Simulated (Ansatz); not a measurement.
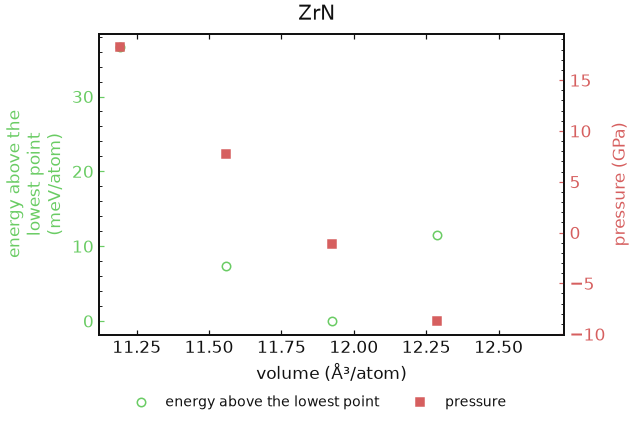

Plotted: energy above the lowest point and pressure against volume for ZrN, space group Fm-3m (No. 225) (one of a set of cubic test structures, which need not be the stable phase).

Calculation (Ansatz 0.2.0 development build): equation of state of a cubic crystal from periodic Kohn-Sham density functional theory without spin, third-order Birch-Murnaghan fit to the free energies; pressure corrected for the finite basis. Level: HSE06.

- structure type: rock salt
- atoms in cell: 2
- space group number: 225
- lattice centring: face-centred primitive
- k mesh: 4×4×4
- occupation method: Fermi–Dirac
- occupation width: 0.1 eV
- wave cutoff: 700 eV
- datasets: hard PAW
- density tolerance: 0 eV
- bands: 13
- density cutoff ratio: 4
- search for lower states: default
- exchange singularity: regularized

The point at volume 12.65 Å³/atom is left out of the plot. What does the calculation give there?

```csv
volume (Å³/atom),energy above the lowest point (meV/atom),pressure (GPa)
12.65,38.8,-15.1
```

Limits of the calculation: coarse k-mesh, values are not converged in k; pseudopotentials made with PBE, not this functional.
